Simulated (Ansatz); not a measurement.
# Geometry relaxation of W16HS32 (part 3 of 3)

W16HS32 (defect cell, 49 atoms in the cell); DFT PBE, scalar-relativistic, plane waves, PAW (Ansatz 0.2.0); cutoff 420 eV, 2×2×2 k-mesh, Gaussian smearing of 0.01 eV, collinear spins. The structure derives from a Materials Project entry. The run did not end well. It belongs to a series of runs on one base structure; here: H interstitial, charge +0, atoms relaxed at the host's cell.

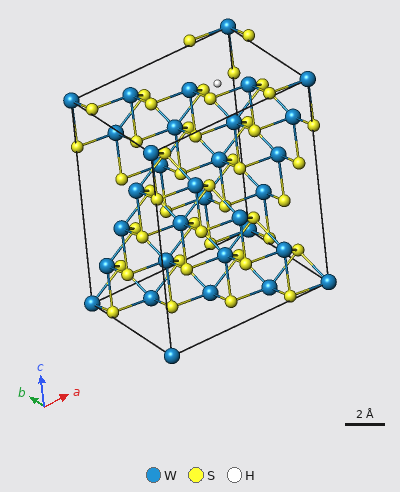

**Figure 1.** The geometry at step 3 of the log (ball-and-stick view of the cell of the calculation, seen slightly off an axis).

Trajectory as extended XYZ, continued
```
49
Lattice="6.3755 3.6809 7.4744 -6.3755 3.6809 7.4744 0.0000 -7.3618 7.4744" Properties=species:S:1:pos:R:3:forces:R:3 step=2 energy=-195076.65736
W    -1.5934   -4.6016    7.4903   -0.0058   0.0049  -0.0009
W    -3.1865   -1.8397    7.4875   -0.0118  -0.0068   0.0046
W    -4.7819    0.9209    7.4903    0.0014  -0.0075  -0.0009
W     1.5935   -4.6016    7.4904    0.0043   0.0045  -0.0012
W     0.0000    0.0000    0.0187    0.0000   0.0000  -0.0138
W    -0.0001   -1.8406    7.4889    0.0004  -0.0023   0.0022
W    -1.5941    0.9202    7.4889   -0.0018   0.0015   0.0022
W    -1.5926   -0.9195   14.9677   -0.0151  -0.0087  -0.0083
W    -3.1884    3.6808    7.4904    0.0060   0.0015  -0.0012
W     3.1862   -1.8397    7.4873    0.0127  -0.0068   0.0050
W     1.5939    0.9203    7.4889    0.0021   0.0012   0.0021
W     1.5925   -0.9195   14.9677    0.0153  -0.0089  -0.0083
W    -0.0001    3.6792    7.4873    0.0005   0.0144   0.0050
W     0.0000    1.8389   14.9677    0.0000   0.0177  -0.0083
W     4.7818    0.9207    7.4903   -0.0017  -0.0060  -0.0009
W     3.1883    3.6808    7.4903   -0.0060   0.0015  -0.0009
S    -1.5936    2.7603    9.0603    0.0002  -0.0028  -0.0043
S    -3.1888   -1.8411   16.5366    0.0038   0.0022   0.0014
S     1.5937   -2.7603    9.0603   -0.0023   0.0016  -0.0043
S     1.5935    2.7604    9.0603   -0.0002  -0.0030  -0.0044
S    -0.0001    0.0000    9.0599    0.0000   0.0000  -0.0004
S    -0.0001   -1.8426   16.5361   -0.0003   0.0114   0.0111
S    -1.5958    0.9213   16.5361    0.0097  -0.0059   0.0111
S     4.7810    2.7603    9.0629   -0.0021  -0.0012  -0.0017
S     3.1874   -0.0002    9.0603   -0.0026   0.0013  -0.0044
S     3.1888   -1.8410   16.5365   -0.0037   0.0018   0.0014
S     1.5958    0.9214   16.5363   -0.0106  -0.0061   0.0103
S    -4.7811    2.7604    9.0630    0.0019  -0.0011  -0.0020
S     0.0000    3.6821   16.5365   -0.0003  -0.0041   0.0014
S     0.0000   -5.5207    9.0630    0.0000   0.0022  -0.0020
S    -1.5939   -2.7604    9.0604    0.0027   0.0016  -0.0043
S    -3.1875   -0.0002    9.0604    0.0028   0.0015  -0.0043
S    -1.5954    2.7603    5.9176    0.0019   0.0027   0.0002
S    -3.1859   -1.8394   13.3949   -0.0033  -0.0019   0.0022
S     1.5928   -2.7618    5.9176    0.0033   0.0003   0.0002
S     1.5952    2.7603    5.9176   -0.0016   0.0028   0.0001
S    -0.0001    0.0000    5.9180   -0.0002  -0.0001  -0.0033
S    -0.0001   -1.8391   13.3940    0.0000  -0.0029   0.0039
S    -1.5928    0.9195   13.3940   -0.0026   0.0014   0.0039
S     4.7849    2.7626    5.9191   -0.0123  -0.0071   0.0133
S     3.1881    0.0013    5.9176    0.0016  -0.0028   0.0001
S     3.1858   -1.8392   13.3949    0.0036  -0.0025   0.0019
S     1.5927    0.9195   13.3940    0.0023   0.0013   0.0046
S    -4.7848    2.7626    5.9190    0.0108  -0.0064   0.0127
S     0.0001    3.6786   13.3949   -0.0003   0.0044   0.0019
S     0.0001   -5.5250    5.9190   -0.0001   0.0126   0.0127
S    -1.5931   -2.7618    5.9177   -0.0029   0.0000   0.0002
S    -3.1883    0.0012    5.9177   -0.0014  -0.0025   0.0002
H    -0.0476   -0.0275   18.6622    0.0018   0.0010  -0.0358
49
Lattice="6.3755 3.6809 7.4744 -6.3755 3.6809 7.4744 0.0000 -7.3618 7.4744" Properties=species:S:1:pos:R:3:forces:R:3 step=3 energy=-195076.66100
W    -1.5943   -4.6012    7.4928    0.0048  -0.0027  -0.0056
W    -3.1875   -1.8403    7.4888    0.0012   0.0007   0.0137
W    -4.7819    0.9199    7.4928    0.0001   0.0055  -0.0056
W     1.5941   -4.6011    7.4930   -0.0056  -0.0032  -0.0066
W    -0.0002   -0.0001    0.0214    0.0011   0.0007  -0.0134
W    -0.0002   -1.8407    7.4900    0.0001   0.0016   0.0026
W    -1.5942    0.9202    7.4900    0.0014  -0.0007   0.0026
W    -1.5926   -0.9195   14.9713   -0.0104  -0.0060  -0.0212
W    -3.1876    3.6811    7.4930   -0.0056  -0.0033  -0.0066
W     3.1870   -1.8402    7.4885    0.0001  -0.0002   0.0154
W     1.5939    0.9202    7.4899   -0.0019  -0.0011   0.0027
W     1.5924   -0.9195   14.9713    0.0098  -0.0052  -0.0202
W    -0.0002    3.6801    7.4885   -0.0001   0.0002   0.0154
W    -0.0002    1.8388   14.9713    0.0004   0.0111  -0.0202
W     4.7815    0.9197    7.4929    0.0003   0.0071  -0.0066
W     3.1872    3.6811    7.4929    0.0062  -0.0033  -0.0066
S    -1.5928    2.7599    9.0618   -0.0009  -0.0008  -0.0031
S    -3.1890   -1.8412   16.5399    0.0030   0.0017  -0.0003
S     1.5937   -2.7594    9.0618   -0.0012  -0.0004  -0.0031
S     1.5925    2.7600    9.0618    0.0005  -0.0012  -0.0032
S    -0.0001   -0.0001    9.0608   -0.0001  -0.0001  -0.0034
S    -0.0002   -1.8416   16.5393   -0.0003   0.0036   0.0146
S    -1.5950    0.9207   16.5393    0.0030  -0.0021   0.0146
S     4.7801    2.7598    9.0652    0.0006   0.0004  -0.0012
S     3.1865   -0.0008    9.0618   -0.0007   0.0011  -0.0032
S     3.1888   -1.8413   16.5398   -0.0031   0.0020  -0.0001
S     1.5948    0.9208   16.5395   -0.0041  -0.0024   0.0127
S    -4.7806    2.7599    9.0652   -0.0006   0.0004  -0.0010
S    -0.0002    3.6822   16.5398    0.0001  -0.0037  -0.0001
S    -0.0002   -5.5200    9.0652    0.0001  -0.0008  -0.0010
S    -1.5941   -2.7595    9.0619    0.0014  -0.0003  -0.0029
S    -3.1869   -0.0008    9.0619    0.0004   0.0013  -0.0029
S    -1.5953    2.7609    5.9192   -0.0014   0.0023   0.0006
S    -3.1853   -1.8390   13.3976   -0.0081  -0.0047   0.0039
S     1.5934   -2.7620    5.9192    0.0013  -0.0024   0.0006
S     1.5948    2.7609    5.9190    0.0018   0.0026   0.0008
S    -0.0002   -0.0001    5.9188   -0.0002  -0.0001  -0.0006
S    -0.0002   -1.8378   13.3963    0.0001  -0.0037   0.0084
S    -1.5917    0.9188   13.3963   -0.0032   0.0019   0.0084
S     4.7849    2.7626    5.9222   -0.0185  -0.0107   0.0119
S     3.1884    0.0007    5.9190    0.0032   0.0003   0.0008
S     3.1849   -1.8389   13.3975    0.0083  -0.0052   0.0037
S     1.5914    0.9188   13.3964    0.0033   0.0019   0.0083
S    -4.7851    2.7625    5.9221    0.0167  -0.0098   0.0124
S    -0.0001    3.6776   13.3975   -0.0003   0.0098   0.0037
S    -0.0001   -5.5253    5.9221   -0.0001   0.0193   0.0124
S    -1.5939   -2.7620    5.9192   -0.0014  -0.0026   0.0006
S    -3.1889    0.0006    5.9192   -0.0029   0.0001   0.0006
H    -0.0415   -0.0239   18.5566    0.0015   0.0009  -0.0325
49
Lattice="6.3755 3.6809 7.4744 -6.3755 3.6809 7.4744 0.0000 -7.3618 7.4744" Properties=species:S:1:pos:R:3:forces:R:3 step=4 energy=-195076.66819
W    -1.5930   -4.6018    7.4968   -0.0135   0.0051   0.0026
W    -3.1858   -1.8393    7.4943   -0.0183  -0.0106  -0.0084
W    -4.7818    0.9213    7.4968   -0.0024  -0.0142   0.0026
W     1.5923   -4.6019    7.4968    0.0126   0.0054   0.0028
W    -0.0003   -0.0002    0.0218   -0.0014  -0.0008   0.0117
W    -0.0005   -1.8408    7.4936    0.0003  -0.0044  -0.0008
W    -1.5944    0.9200    7.4936   -0.0037   0.0025  -0.0008
W    -1.5942   -0.9204   14.9749    0.0048   0.0028   0.0060
W    -3.1892    3.6799    7.4968    0.0110   0.0082   0.0028
W     3.1850   -1.8394    7.4941    0.0173  -0.0087  -0.0088
W     1.5934    0.9200    7.4936    0.0051   0.0030  -0.0008
W     1.5934   -0.9203   14.9749   -0.0033   0.0019   0.0064
W    -0.0005    3.6780    7.4941    0.0011   0.0194  -0.0088
W    -0.0003    1.8400   14.9749    0.0000  -0.0038   0.0064
W     4.7812    0.9213    7.4968    0.0011  -0.0142   0.0027
W     3.1885    3.6800    7.4968   -0.0118   0.0080   0.0027
S    -1.5946    2.7588    9.0660    0.0054   0.0010   0.0036
S    -3.1906   -1.8421   16.5436    0.0049   0.0028   0.0006
S     1.5919   -2.7604    9.0660    0.0035   0.0042   0.0036
S     1.5938    2.7589    9.0659   -0.0050   0.0008   0.0043
S    -0.0005   -0.0003    9.0640    0.0004   0.0003   0.0072
S    -0.0005   -1.8405   16.5440   -0.0002   0.0206   0.0132
S    -1.5941    0.9198   16.5440    0.0178  -0.0105   0.0132
S     4.7820    2.7609    9.0689   -0.0033  -0.0019  -0.0079
S     3.1861    0.0008    9.0659   -0.0018  -0.0047   0.0043
S     3.1898   -1.8420   16.5435   -0.0049   0.0022   0.0011
S     1.5938    0.9202   16.5440   -0.0172  -0.0099   0.0114
S    -4.7826    2.7609    9.0689    0.0028  -0.0017  -0.0082
S    -0.0003    3.6835   16.5435   -0.0005  -0.0053   0.0011
S    -0.0003   -5.5223    9.0689    0.0000   0.0033  -0.0082
S    -1.5927   -2.7604    9.0661   -0.0031   0.0038   0.0031
S    -3.1869    0.0008    9.0661    0.0018  -0.0046   0.0031
S    -1.5961    2.7611    5.9234    0.0083  -0.0023   0.0015
S    -3.1883   -1.8407   13.4018    0.0098   0.0056  -0.0034
S     1.5931   -2.7628    5.9234    0.0021   0.0083   0.0015
S     1.5952    2.7612    5.9234   -0.0079  -0.0027   0.0011
S    -0.0005   -0.0003    5.9222    0.0006   0.0004  -0.0023
S    -0.0004   -1.8400   13.4023   -0.0001   0.0057  -0.0067
S    -1.5937    0.9197   13.4023    0.0049  -0.0029  -0.0067
S     4.7825    2.7612    5.9248    0.0002   0.0001   0.0007
S     3.1888    0.0009    5.9234   -0.0063  -0.0055   0.0011
S     3.1875   -1.8406   13.4019   -0.0099   0.0051  -0.0032
S     1.5931    0.9198   13.4023   -0.0057  -0.0033  -0.0068
S    -4.7832    2.7612    5.9247   -0.0002   0.0002   0.0011
S    -0.0003    3.6807   13.4019   -0.0006  -0.0111  -0.0032
S    -0.0004   -5.5229    5.9247    0.0000  -0.0003   0.0011
S    -1.5940   -2.7627    5.9234   -0.0016   0.0080   0.0019
S    -3.1896    0.0009    5.9234    0.0061  -0.0053   0.0019
H    -0.0317   -0.0183   18.3619    0.0004   0.0003  -0.0435
```

This output came from the following input.

The input
```yaml
crystal:
  lattice:
    - [6.375494673, 3.6808935657, 7.4744489262]
    - [-6.375494673, 3.6808935657, 7.4744489262]
    - [0.0, -7.3617871314, 7.4744489262]
  atoms:
    - { symbol: W, position: [0.0006774492, 0.2506774492, 0.7506774492] }
    - { symbol: W, position: [0.0006774492, 0.5006774492, 0.5006774492] }
    - { symbol: W, position: [0.0006774492, 0.7506774492, 0.2506774492] }
    - { symbol: W, position: [0.2506774492, 0.0006774492, 0.7506774492] }
    - { symbol: W, position: [0.0006774492, 0.0006774492, 0.0006774492] }
    - { symbol: W, position: [0.2506774492, 0.2506774492, 0.5006774492] }
    - { symbol: W, position: [0.2506774492, 0.5006774492, 0.2506774492] }
    - { symbol: W, position: [0.5006774492, 0.7506774492, 0.7506774492] }
    - { symbol: W, position: [0.2506774492, 0.7506774492, 0.0006774492] }
    - { symbol: W, position: [0.5006774492, 0.0006774492, 0.5006774492] }
    - { symbol: W, position: [0.5006774492, 0.2506774492, 0.2506774492] }
    - { symbol: W, position: [0.7506774492, 0.5006774492, 0.7506774492] }
    - { symbol: W, position: [0.5006774492, 0.5006774492, 0.0006774492] }
    - { symbol: W, position: [0.7506774492, 0.7506774492, 0.5006774492] }
    - { symbol: W, position: [0.7506774492, 0.0006774492, 0.2506774492] }
    - { symbol: W, position: [0.7506774492, 0.2506774492, 0.0006774492] }
    - { symbol: S, position: [0.4040742748, 0.6540742748, 0.1540742748] }
    - { symbol: S, position: [0.4040742748, 0.9040742748, 0.9040742748] }
    - { symbol: S, position: [0.4040742748, 0.1540742748, 0.6540742748] }
    - { symbol: S, position: [0.6540742748, 0.4040742748, 0.1540742748] }
    - { symbol: S, position: [0.4040742748, 0.4040742748, 0.4040742748] }
    - { symbol: S, position: [0.6540742748, 0.6540742748, 0.9040742748], spin: 0.143 }
    - { symbol: S, position: [0.6540742748, 0.9040742748, 0.6540742748], spin: 0.143 }
    - { symbol: S, position: [0.9040742748, 0.1540742748, 0.1540742748] }
    - { symbol: S, position: [0.6540742748, 0.1540742748, 0.4040742748] }
    - { symbol: S, position: [0.9040742748, 0.4040742748, 0.9040742748] }
    - { symbol: S, position: [0.9040742748, 0.6540742748, 0.6540742748], spin: 0.143 }
    - { symbol: S, position: [0.1540742748, 0.9040742748, 0.1540742748] }
    - { symbol: S, position: [0.9040742748, 0.9040742748, 0.4040742748] }
    - { symbol: S, position: [0.1540742748, 0.1540742748, 0.9040742748] }
    - { symbol: S, position: [0.1540742748, 0.4040742748, 0.6540742748] }
    - { symbol: S, position: [0.1540742748, 0.6540742748, 0.4040742748] }
    - { symbol: S, position: [0.263948276, 0.513948276, 0.013948276] }
    - { symbol: S, position: [0.263948276, 0.763948276, 0.763948276] }
    - { symbol: S, position: [0.263948276, 0.013948276, 0.513948276] }
    - { symbol: S, position: [0.513948276, 0.263948276, 0.013948276] }
    - { symbol: S, position: [0.263948276, 0.263948276, 0.263948276] }
    - { symbol: S, position: [0.513948276, 0.513948276, 0.763948276] }
    - { symbol: S, position: [0.513948276, 0.763948276, 0.513948276] }
    - { symbol: S, position: [0.763948276, 0.013948276, 0.013948276], spin: 0.143 }
    - { symbol: S, position: [0.513948276, 0.013948276, 0.263948276] }
    - { symbol: S, position: [0.763948276, 0.263948276, 0.763948276] }
    - { symbol: S, position: [0.763948276, 0.513948276, 0.513948276] }
    - { symbol: S, position: [0.013948276, 0.763948276, 0.013948276], spin: 0.143 }
    - { symbol: S, position: [0.763948276, 0.763948276, 0.263948276] }
    - { symbol: S, position: [0.013948276, 0.013948276, 0.763948276], spin: 0.143 }
    - { symbol: S, position: [0.013948276, 0.263948276, 0.513948276] }
    - { symbol: S, position: [0.013948276, 0.513948276, 0.263948276] }
    - { symbol: H, position: [0.828125, 0.8359375, 0.8359375], spin: 0.143 }
  host:
    lattice:
      - [1.5938736683, 0.9202233914, 7.4744489262]
      - [-1.5938736683, 0.9202233914, 7.4744489262]
      - [0.0, -1.8404467828, 7.4744489262]
    atoms:
      - { symbol: W, position: [0.0006774492, 0.0006774492, 0.0006774492] }
      - { symbol: S, position: [0.4040742748, 0.4040742748, 0.4040742748] }
      - { symbol: S, position: [0.263948276, 0.263948276, 0.263948276] }
basis:
  ecutwfc: 420
  xc_grid: 2
kpoints:
  mp_grid: { grid: [2, 2, 2], shift: [0.5, 0.5, 0.5] }
hamiltonian:
  xc: pbe
scf:
  occupations: { method: gaussian, width: 0.01 }
output:
  forces: true
  stress: false
  eigenvalues: true
  populations: true
  charged_corrections:
    defect_position: [0.828125, 0.8359375, 0.8359375]
    epsilon: [[11.5894, 0.0, 0.0], [0.0, 11.5894, 0.0], [0.0, 0.0, 3.2073]]
  write_density: true
  write_potential: true
  elf: true
  volumetric_format: npy
magnetization:
  spin_polarized: true
relax:
  adjacent_minimum: "off"
  f_tol: 0.025
  max_steps: 45
```

Command:
```bash
ansatz run input.yaml --threads 4 --pin off --max-ram 6144MiB --backend cpu --events-out ev --progress --plain --runs-dir out
```

What the run reported

```tsv
quantity	value
outcome	stopped at the time limit
hardware	4 threads of Arm Neoverse V2, 24 GiB of memory available, shared host
wall time	11 min (CPU time 42 min)
peak memory	4.9 GiB
```

The run was cut off by its time limit, so the output is incomplete.
